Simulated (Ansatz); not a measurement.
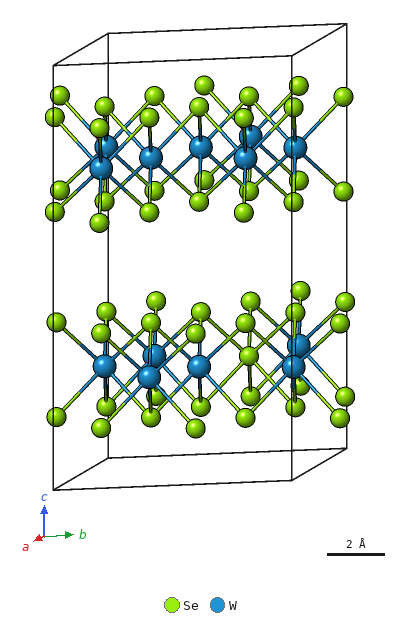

Fig. 1: The input geometry (ball-and-stick view of the cell of the calculation, seen slightly off an axis; bonded neighbours outside the cell are drawn too). An atom can appear more than once, as a periodic image.

# Geometry relaxation of W₁₃Se₂₉ (part 1 of 3)

W₁₃Se₂₉ (defect cell, 42 atoms in the cell), computed with DFT PBE, scalar-relativistic, plane waves, PAW, no spin polarisation (Ansatz 0.2.0).

The structure derives from a Materials Project entry. It belongs to a series of runs on one base structure; here: Se on a W site (c), charge +0, atoms relaxed at the host's cell.

Input:
```yaml
crystal:
  lattice:
    - [8.3024665753, -2.8760587872, 0.0]
    - [-6.6419732602, -5.7521175747, 0.0]
    - [0.0, 0.0, -15.0438319106]
  atoms:
    - { symbol: Se, position: [0.3333333333, 0.6666666667, 0.25] }
    - { symbol: W, position: [0.619047619, 0.5238095238, 0.25] }
    - { symbol: W, position: [0.1904761905, 0.2380952381, 0.25] }
    - { symbol: W, position: [0.9047619048, 0.380952381, 0.25] }
    - { symbol: W, position: [0.4761904762, 0.0952380952, 0.25] }
    - { symbol: W, position: [0.0476190476, 0.8095238095, 0.25] }
    - { symbol: W, position: [0.7619047619, 0.9523809524, 0.25] }
    - { symbol: W, position: [0.0952380952, 0.619047619, 0.75] }
    - { symbol: W, position: [0.380952381, 0.4761904762, 0.75] }
    - { symbol: W, position: [0.9523809524, 0.1904761905, 0.75] }
    - { symbol: W, position: [0.6666666667, 0.3333333333, 0.75] }
    - { symbol: W, position: [0.2380952381, 0.0476190476, 0.75] }
    - { symbol: W, position: [0.8095238095, 0.7619047619, 0.75] }
    - { symbol: W, position: [0.5238095238, 0.9047619048, 0.75] }
    - { symbol: Se, position: [0.0952380952, 0.619047619, 0.1384569501] }
    - { symbol: Se, position: [0.380952381, 0.4761904762, 0.1384569501] }
    - { symbol: Se, position: [0.9523809524, 0.1904761905, 0.1384569501] }
    - { symbol: Se, position: [0.6666666667, 0.3333333333, 0.1384569501] }
    - { symbol: Se, position: [0.2380952381, 0.0476190476, 0.1384569501] }
    - { symbol: Se, position: [0.8095238095, 0.7619047619, 0.1384569501] }
    - { symbol: Se, position: [0.5238095238, 0.9047619048, 0.1384569501] }
    - { symbol: Se, position: [0.3333333333, 0.6666666667, 0.6384569501] }
    - { symbol: Se, position: [0.619047619, 0.5238095238, 0.6384569501] }
    - { symbol: Se, position: [0.1904761905, 0.2380952381, 0.6384569501] }
    - { symbol: Se, position: [0.9047619048, 0.380952381, 0.6384569501] }
    - { symbol: Se, position: [0.4761904762, 0.0952380952, 0.6384569501] }
    - { symbol: Se, position: [0.0476190476, 0.8095238095, 0.6384569501] }
    - { symbol: Se, position: [0.7619047619, 0.9523809524, 0.6384569501] }
    - { symbol: Se, position: [0.0952380952, 0.619047619, 0.3615430499] }
    - { symbol: Se, position: [0.380952381, 0.4761904762, 0.3615430499] }
    - { symbol: Se, position: [0.9523809524, 0.1904761905, 0.3615430499] }
    - { symbol: Se, position: [0.6666666667, 0.3333333333, 0.3615430499] }
    - { symbol: Se, position: [0.2380952381, 0.0476190476, 0.3615430499] }
    - { symbol: Se, position: [0.8095238095, 0.7619047619, 0.3615430499] }
    - { symbol: Se, position: [0.5238095238, 0.9047619048, 0.3615430499] }
    - { symbol: Se, position: [0.3333333333, 0.6666666667, 0.8615430499] }
    - { symbol: Se, position: [0.619047619, 0.5238095238, 0.8615430499] }
    - { symbol: Se, position: [0.1904761905, 0.2380952381, 0.8615430499] }
    - { symbol: Se, position: [0.9047619048, 0.380952381, 0.8615430499] }
    - { symbol: Se, position: [0.4761904762, 0.0952380952, 0.8615430499] }
    - { symbol: Se, position: [0.0476190476, 0.8095238095, 0.8615430499] }
    - { symbol: Se, position: [0.7619047619, 0.9523809524, 0.8615430499] }
  host:
    lattice:
      - [3.3209866301, 0.0, 0.0]
      - [-1.6604933151, 2.8760587873, 0.0]
      - [0.0, 0.0, 15.0438319106]
    atoms:
      - { symbol: W, position: [0.6666666667, 0.3333333333, 0.75] }
      - { symbol: W, position: [0.3333333333, 0.6666666667, 0.25] }
      - { symbol: Se, position: [0.3333333333, 0.6666666667, 0.8615430499] }
      - { symbol: Se, position: [0.6666666667, 0.3333333333, 0.3615430499] }
      - { symbol: Se, position: [0.3333333333, 0.6666666667, 0.6384569501] }
      - { symbol: Se, position: [0.6666666667, 0.3333333333, 0.1384569501] }
basis:
  ecutwfc: 420
  xc_grid: 2
kpoints:
  mp_grid: { grid: [2, 2, 2], shift: [0.0, 0.0, 0.0] }
hamiltonian:
  xc: pbe
scf:
  occupations: { method: gaussian, width: 0.01 }
output:
  forces: true
  stress: false
  eigenvalues: true
  charged_corrections:
    defect_position: [0.33333333, 0.66666667, 0.25]
    epsilon: [[13.4581, 0.0, 0.0], [0.0, 13.4581, 0.0], [0.0, 0.0, 4.0466]]
relax:
  adjacent_minimum: "off"
  f_tol: 0.025
  max_steps: 45
```

Run on 4 threads of Arm Neoverse V2, 24 GiB of memory available, shared host.

Run as:
```bash
ansatz run input.yaml --threads 4 --pin off --max-ram 10240MiB --backend cpu --events-out ev --progress --plain --runs-dir out
```

Output:
```
Engine: ansatz 0.2.0, aarch64-unknown-linux-gnu
Pseudopotentials: kind: paw
Pseudopotential: Se, paw, valence charge 16, recommended cutoff 420 eV (normal), Se.paw.azcp
Pseudopotential: W, paw, valence charge 14, recommended cutoff 420 eV (normal), W.paw.azcp
Functional definition: PBE
  parameter kappa = 0.804
  parameter beta = 0.06672455060314922
  exchange = pbe_x(kappa = kappa, mu = beta*pi^2/3)
  correlation = pbe_c(beta = beta)
Crystal: 42 atoms, lattice volume = 1005.823 Å³
Basis set: ecut = 420 eV, 19665 PW (Γ), exchange–correlation on 120×120×216 points (8 copies of the dense FFT grid, shifted against one another)
Bands: 388, of which v1, the nominal top of the filled ones, is band 323 counted from 1 (322 counted from 0)
Symmetry: 6 space group operations
Space group: P-6 (ITA 174), of the structure as read, at distance tolerance 1.0e-4 Å
k-points: 4 of 8
Non-local potential: Se, projectors of the file, l = 0: 2, l = 1: 2, l = 2: 3, l = 3: 1
Non-local potential: W, projectors of the file, l = 0: 3, l = 1: 2, l = 2: 2, l = 3: 1
PAW form: soft (Blöchl's): semilocal exchange-correlation on the pseudo side does not see the compensation charge
PAW one-centre angular grid: Se, 590 points (default); XC on 64 Gauss nodes
PAW one-centre angular grid: W, 590 points (default); XC on 64 Gauss nodes
Initial density: superposition of atomic densities (neutral atoms: chi_scale 0, normalization atom), corrected by the library's trained network
Initial wavefunctions: pseudopotential atomic-orbital guess
Functional: x = pbe(κ = 0.804, μ = 0.2195149727645171), c = pbe(β = 0.06672455060314922)
SCF iter   1: F=—  HF=-293623.690410 eV  |F-HF|=—  |Δ(HF+E_count)|=         —  Δρ=5.22e-3  dr2=3.31e-1  ethr=1.77e-3  ⟨swp⟩=6.0  Hψ=5050  notcnv=0  defer=205
preconditioner: auto → Resta (q_TF=auto, 2.534 Å⁻¹)  ε∞=5.6  [insulator: Δε(μ)=0.193 eV  Ē_g=8.635 eV  σ=0.010 eV  W_gap=1.00  n_scr=300 (ndim 8)  ℏωp=18.6 eV  f_vac=0.198  D(μ)=0.00/eV (n_scr^D=0)  ε∞_Penn≈5.6]
SCF iter   2: F=—  HF=-293623.700549 eV  |F-HF|=—  |Δ(HF+E_count)|=   1.01e-2  Δρ=2.91e-3  dr2=5.50e-2  ethr=5.12e-5  ⟨swp⟩=2.0  Hψ=3060  notcnv=0  defer=228
SCF iter   3: F=—  HF=-293623.715353 eV  |F-HF|=—  |Δ(HF+E_count)|=   1.48e-2  Δρ=1.33e-3  dr2=2.33e-2  ethr=8.52e-6  ⟨swp⟩=2.5  Hψ=2604  notcnv=0  defer=228
SCF iter   4: F=—  HF=-293623.718950 eV  |F-HF|=—  |Δ(HF+E_count)|=   3.60e-3  Δρ=3.77e-4  dr2=3.63e-3  ethr=3.61e-6  ⟨swp⟩=2.5  Hψ=2599  notcnv=0  defer=228
SCF iter   5: F=—  HF=-293623.719587 eV  |F-HF|=—  |Δ(HF+E_count)|=   6.37e-4  Δρ=2.21e-4  dr2=1.38e-3  ethr=5.63e-7  ⟨swp⟩=2.0  Hψ=2742  notcnv=0  defer=228
SCF iter   6: F=—  HF=-293623.719586 eV  |F-HF|=—  |Δ(HF+E_count)|=   1.06e-6  Δρ=1.03e-4  dr2=3.30e-4  ethr=2.14e-7  ⟨swp⟩=2.0  Hψ=1711  notcnv=0  defer=228
SCF iter   7: F=—  HF=-293623.719600 eV  |F-HF|=—  |Δ(HF+E_count)|=   1.44e-5  Δρ=4.32e-5  dr2=5.38e-5  ethr=5.11e-8  ⟨swp⟩=2.0  Hψ=2620  notcnv=0  defer=228
SCF iter   8: F=—  HF=-293623.719632 eV  |F-HF|=—  |Δ(HF+E_count)|=   3.18e-5  Δρ=3.37e-5  dr2=3.43e-5  ethr=2.42e-9  ⟨swp⟩=11.0  Hψ=7675  notcnv=0
SCF iter   9: F=-293623.719636 eV  HF=-293623.719635 eV  |F-HF|=6.73e-7  |Δ(HF+E_count)|=   2.72e-6  Δρ=1.13e-5  dr2=2.86e-6  ethr=2.42e-9  ⟨swp⟩=5.0  Hψ=5925  notcnv=0
SCF 1 converged in 9 iterations: F = -293623.719636 eV  dr2 = 2.86e-6
  greatest PAW one-centre occupation: 1.000 electrons in one spin orbital (limit 2), on the Se atom at site 0 (counted from 0), in its partial waves of l = 2
relax step   1: F+E_penalty+E_count = -293623.71963552 eV  Δ(F+E_penalty+E_count) = +0.000e0 eV  max|allowed force component| = 1.158e0 eV/Å  Δτ_max = 0.0000 Å  (9 SCF iters, dr2 threshold 1.56e-5 eV, accepted)
Initial density: handed on by an earlier stage of this run
Initial wavefunctions: those handed on with the density
iter 1 solved again at ethr=1.50e-4 eV; its pass at ethr=3.10e-3 eV (dr2=9.71e-1 eV) is discarded
SCF iter   1: F=—  HF=-293624.296049 eV  |F-HF|=—  |Δ(HF+E_count)|=         —  Δρ=9.17e-3  dr2=9.94e-1  ethr=1.50e-4  ⟨swp⟩=2.0  Hψ=5392  notcnv=0  defer=171
preconditioner: auto → Resta (q_TF=auto, 2.534 Å⁻¹)  ε∞=5.6  [insulator: Δε(μ)=0.113 eV  Ē_g=8.647 eV  σ=0.010 eV  W_gap=1.00  n_scr=300 (ndim 8)  ℏωp=18.6 eV  f_vac=0.200  D(μ)=0.00/eV (n_scr^D=0)  ε∞_Penn≈5.6]
SCF iter   2: F=—  HF=-293624.145636 eV  |F-HF|=—  |Δ(HF+E_count)|=   1.50e-1  Δρ=4.96e-3  dr2=2.21e-1  ethr=1.50e-4  ⟨swp⟩=2.2  Hψ=1735  notcnv=0  defer=171
SCF iter   3: F=—  HF=-293624.120376 eV  |F-HF|=—  |Δ(HF+E_count)|=   2.53e-2  Δρ=2.42e-3  dr2=1.20e-1  ethr=3.42e-5  ⟨swp⟩=3.0  Hψ=1997  notcnv=0  defer=215
SCF iter   4: F=—  HF=-293624.110997 eV  |F-HF|=—  |Δ(HF+E_count)|=   9.38e-3  Δρ=8.59e-4  dr2=1.82e-2  ethr=1.86e-5  ⟨swp⟩=3.0  Hψ=1880  notcnv=0  defer=235
SCF iter   5: F=—  HF=-293624.110771 eV  |F-HF|=—  |Δ(HF+E_count)|=   2.26e-4  Δρ=3.65e-4  dr2=2.43e-3  ethr=2.81e-6  ⟨swp⟩=2.0  Hψ=1799  notcnv=0  defer=240
SCF iter   6: F=—  HF=-293624.110836 eV  |F-HF|=—  |Δ(HF+E_count)|=   6.52e-5  Δρ=1.07e-4  dr2=3.20e-4  ethr=3.76e-7  ⟨swp⟩=2.0  Hψ=1774  notcnv=0  defer=240
SCF iter   7: F=—  HF=-293624.110905 eV  |F-HF|=—  |Δ(HF+E_count)|=   6.94e-5  Δρ=4.88e-5  dr2=8.96e-5  ethr=4.95e-8  ⟨swp⟩=2.0  Hψ=2548  notcnv=0  defer=240
SCF iter   8: F=-293624.110906 eV  HF=-293624.110926 eV  |F-HF|=2.03e-5  |Δ(HF+E_count)|=   2.12e-5  Δρ=2.99e-5  dr2=3.17e-5  ethr=1.30e-8  ⟨swp⟩=11.0  Hψ=7463  notcnv=0
SCF 2 converged in 8 iterations: F = -293624.110906 eV  dr2 = 3.17e-5
relax step   2: F+E_penalty+E_count = -293624.11090607 eV  Δ(F+E_penalty+E_count) = -3.913e-1 eV  max|allowed force component| = 9.222e-1 eV/Å  Δτ_max = 0.1949 Å  (8 SCF iters, dr2 threshold 8.38e-5 eV, accepted)
SCF iter   1: F=—  HF=-293624.351968 eV  |F-HF|=—  |Δ(HF+E_count)|=         —  Δρ=3.18e-3  dr2=1.21e-1  ethr=1.69e-4  ⟨swp⟩=5.0  Hψ=2939  notcnv=0  defer=226
preconditioner: auto → Resta (q_TF=auto, 2.534 Å⁻¹)  ε∞=5.6  [insulator: Δε(μ)=0.180 eV  Ē_g=8.646 eV  σ=0.010 eV  W_gap=1.00  n_scr=300 (ndim 8)  ℏωp=18.6 eV  f_vac=0.198  D(μ)=0.00/eV (n_scr^D=0)  ε∞_Penn≈5.6]
SCF iter   2: F=—  HF=-293624.332607 eV  |F-HF|=—  |Δ(HF+E_count)|=   1.94e-2  Δρ=1.69e-3  dr2=2.58e-2  ethr=1.87e-5  ⟨swp⟩=2.0  Hψ=2177  notcnv=0  defer=242
SCF iter   3: F=—  HF=-293624.329984 eV  |F-HF|=—  |Δ(HF+E_count)|=   2.62e-3  Δρ=7.63e-4  dr2=9.73e-3  ethr=3.99e-6  ⟨swp⟩=2.8  Hψ=1900  notcnv=0  defer=242
SCF iter   4: F=—  HF=-293624.329060 eV  |F-HF|=—  |Δ(HF+E_count)|=   9.24e-4  Δρ=2.46e-4  dr2=1.36e-3  ethr=1.51e-6  ⟨swp⟩=2.5  Hψ=1782  notcnv=0  defer=242
SCF iter   5: F=—  HF=-293624.329016 eV  |F-HF|=—  |Δ(HF+E_count)|=   4.43e-5  Δρ=1.39e-4  dr2=5.05e-4  ethr=2.10e-7  ⟨swp⟩=2.0  Hψ=1802  notcnv=0  defer=244
SCF iter   6: F=-293624.328970 eV  HF=-293624.328990 eV  |F-HF|=1.99e-5  |Δ(HF+E_count)|=   2.56e-5  Δρ=4.51e-5  dr2=5.14e-5  ethr=8.23e-9  ⟨swp⟩=9.5  Hψ=7417  notcnv=0
SCF 3 converged in 6 iterations: F = -293624.328970 eV  dr2 = 5.14e-5
relax step   3: F+E_penalty+E_count = -293624.32897038 eV  Δ(F+E_penalty+E_count) = -2.181e-1 eV  max|allowed force component| = 1.615e-1 eV/Å  Δτ_max = 0.0663 Å  (6 SCF iters, dr2 threshold 5.32e-5 eV, accepted)
SCF iter   1: F=—  HF=-293624.331451 eV  |F-HF|=—  |Δ(HF+E_count)|=         —  Δρ=2.40e-4  dr2=5.43e-4  ethr=1.53e-6  ⟨swp⟩=3.0  Hψ=2444  notcnv=0  defer=233
preconditioner: auto → Resta (q_TF=auto, 2.534 Å⁻¹)  ε∞=5.6  [insulator: Δε(μ)=0.175 eV  Ē_g=8.636 eV  σ=0.010 eV  W_gap=1.00  n_scr=300 (ndim 8)  ℏωp=18.6 eV  f_vac=0.198  D(μ)=0.00/eV (n_scr^D=0)  ε∞_Penn≈5.6]
SCF iter   2: F=—  HF=-293624.332259 eV  |F-HF|=—  |Δ(HF+E_count)|=   8.09e-4  Δρ=1.37e-4  dr2=1.69e-4  ethr=8.40e-8  ⟨swp⟩=2.0  Hψ=2163  notcnv=0  defer=233
SCF iter   3: F=—  HF=-293624.332256 eV  |F-HF|=—  |Δ(HF+E_count)|=   3.23e-6  Δρ=6.72e-5  dr2=1.07e-4  ethr=2.62e-8  ⟨swp⟩=2.0  Hψ=1968  notcnv=0  defer=233
SCF iter   4: F=—  HF=-293624.332250 eV  |F-HF|=—  |Δ(HF+E_count)|=   6.13e-6  Δρ=2.31e-5  dr2=1.70e-5  ethr=1.65e-8  ⟨swp⟩=2.0  Hψ=1695  notcnv=0  defer=233
SCF iter   5: F=—  HF=-293624.332250 eV  |F-HF|=—  |Δ(HF+E_count)|=   2.92e-7  Δρ=1.19e-5  dr2=5.02e-6  ethr=2.64e-9  ⟨swp⟩=2.0  Hψ=1695  notcnv=0  defer=233
SCF iter   6: F=-293624.332250 eV  HF=-293624.332250 eV  |F-HF|=3.09e-8  |Δ(HF+E_count)|=   4.40e-7  Δρ=4.42e-6  dr2=7.92e-7  ethr=2.52e-10  ⟨swp⟩=9.2  Hψ=5756  notcnv=0
SCF 4 converged in 6 iterations: F = -293624.332250 eV  dr2 = 7.92e-7
relax step   4: F+E_penalty+E_count = -293624.33225006 eV  Δ(F+E_penalty+E_count) = -3.280e-3 eV  max|allowed force component| = 4.453e-2 eV/Å  Δτ_max = 0.0054 Å  (6 SCF iters, dr2 threshold 1.63e-6 eV, accepted)
SCF iter   1: F=—  HF=-293624.331753 eV  |F-HF|=—  |Δ(HF+E_count)|=         —  Δρ=1.35e-4  dr2=1.89e-4  ethr=1.74e-7  ⟨swp⟩=3.0  Hψ=2731  notcnv=0  defer=196
preconditioner: auto → Resta (q_TF=auto, 2.534 Å⁻¹)  ε∞=5.6  [insulator: Δε(μ)=0.174 eV  Ē_g=8.635 eV  σ=0.010 eV  W_gap=1.00  n_scr=300 (ndim 8)  ℏωp=18.6 eV  f_vac=0.198  D(μ)=0.00/eV (n_scr^D=0)  ε∞_Penn≈5.6]
SCF iter   2: F=—  HF=-293624.331741 eV  |F-HF|=—  |Δ(HF+E_count)|=   1.23e-5  Δρ=7.58e-5  dr2=5.47e-5  ethr=2.93e-8  ⟨swp⟩=2.0  Hψ=2160  notcnv=0  defer=196
SCF iter   3: F=—  HF=-293624.332610 eV  |F-HF|=—  |Δ(HF+E_count)|=   8.69e-4  Δρ=4.09e-5  dr2=3.67e-5  ethr=8.47e-9  ⟨swp⟩=2.0  Hψ=1812  notcnv=0  defer=196
SCF iter   4: F=—  HF=-293624.332607 eV  |F-HF|=—  |Δ(HF+E_count)|=   3.31e-6  Δρ=8.00e-6  dr2=8.26e-7  ethr=5.69e-9  ⟨swp⟩=2.0  Hψ=1694  notcnv=0  defer=196
SCF iter   5: F=—  HF=-293624.332607 eV  |F-HF|=—  |Δ(HF+E_count)|=   1.30e-7  Δρ=3.71e-6  dr2=3.77e-7  ethr=1.28e-10  ⟨swp⟩=2.0  Hψ=2548  notcnv=0  defer=196
SCF iter   6: F=-293624.332607 eV  HF=-293624.332607 eV  |F-HF|=1.75e-9  |Δ(HF+E_count)|=   4.72e-8  Δρ=1.35e-6  dr2=3.76e-8  ethr=1.55e-11  ⟨swp⟩=7.2  Hψ=6735  notcnv=0
SCF 5 converged in 6 iterations: F = -293624.332607 eV  dr2 = 3.76e-8
relax step   5: F+E_penalty+E_count = -293624.33260672 eV  Δ(F+E_penalty+E_count) = -3.567e-4 eV  max|allowed force component| = 9.384e-3 eV/Å  Δτ_max = 0.0038 Å  (6 SCF iters, accepted)
```

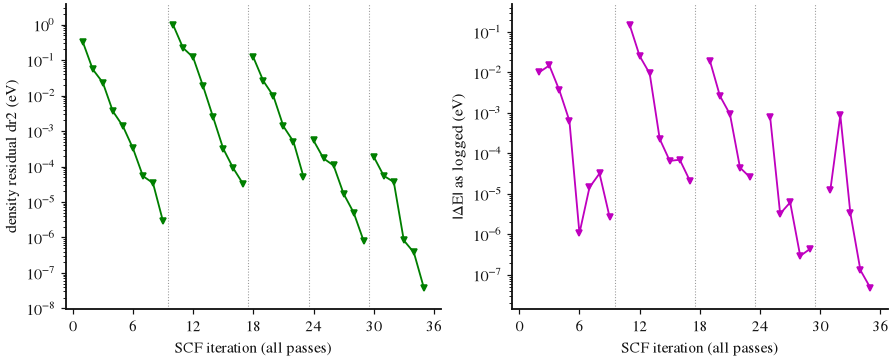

Fig. 2: Convergence of the self-consistent field: density residual dr2 and size of the energy change against the SCF iteration. The dotted lines part the SCF passes of the relaxation: geometry steps, rejected trials and re-solves on a re-selected basis. The 5 passes take 6 to 9 iterations each, 35 in all.

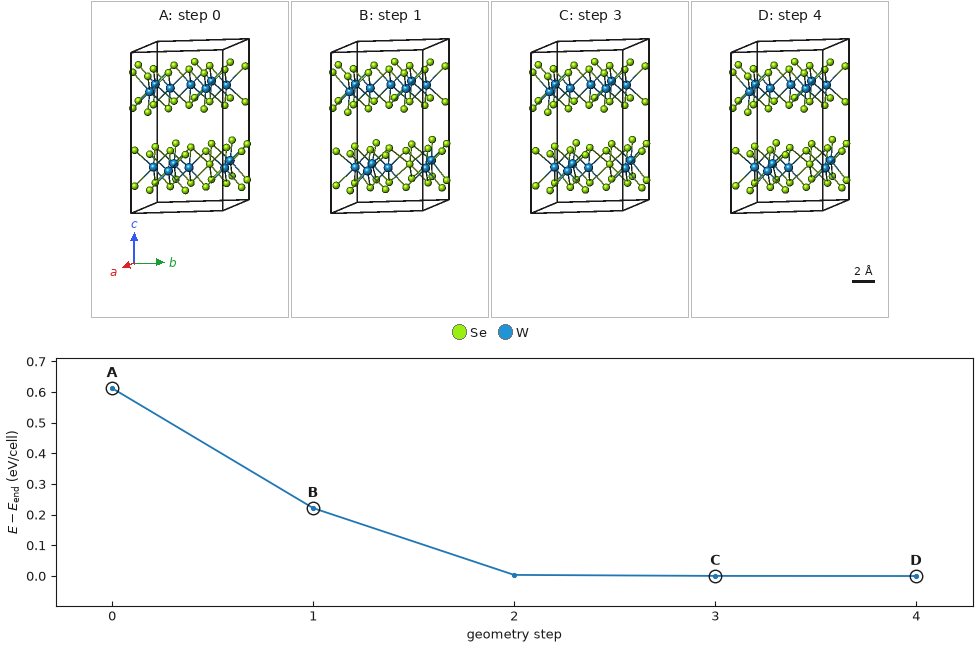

Fig. 3: Frames of the relaxation (ball-and-stick view of the cell of the calculation, with bonded neighbours outside it, seen slightly off an axis) above the curves, on which the letters mark them (the first geometry is step 0 here and step 1 in the log).

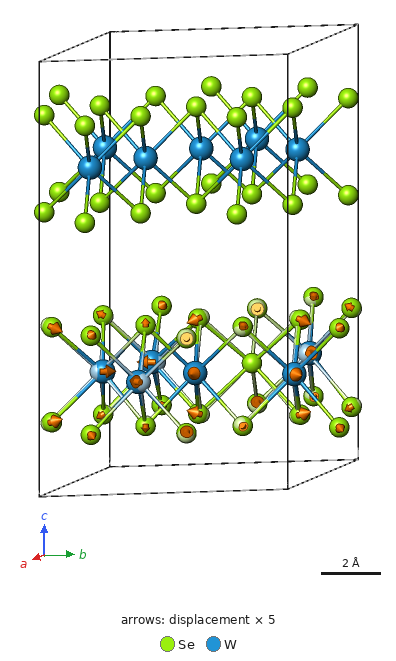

Fig. 4: Start (faint) and end (solid) with the displacements as orange arrows, magnified 5 times (ball-and-stick view of the cell of the calculation, with bonded neighbours outside it, seen slightly off an axis). Over 4 geometry steps the energy falls by 0.613 eV per cell of the calculation. The largest force component goes from 1.2 to 0.0094 eV/Å. The largest moves, 0.13 Å, are those of W3, W6 and W7. By element the largest moves are W 0.13 Å, Se 0.12 Å. The cell doesn't change. Distances before and after: Se1–Se15 2.548 → 2.613 Å, W2–Se16 2.548 → 2.568 Å, W2–Se18 2.548 → 2.534 Å. Among the angles that change: Se17–W4–Se32 135.8° → 142.5°, Se17–W3–Se33 135.8° → 141.1°, W3–Se19–W6 81.3° → 76.2°. (Atoms are counted from 1 in the order of the input.)
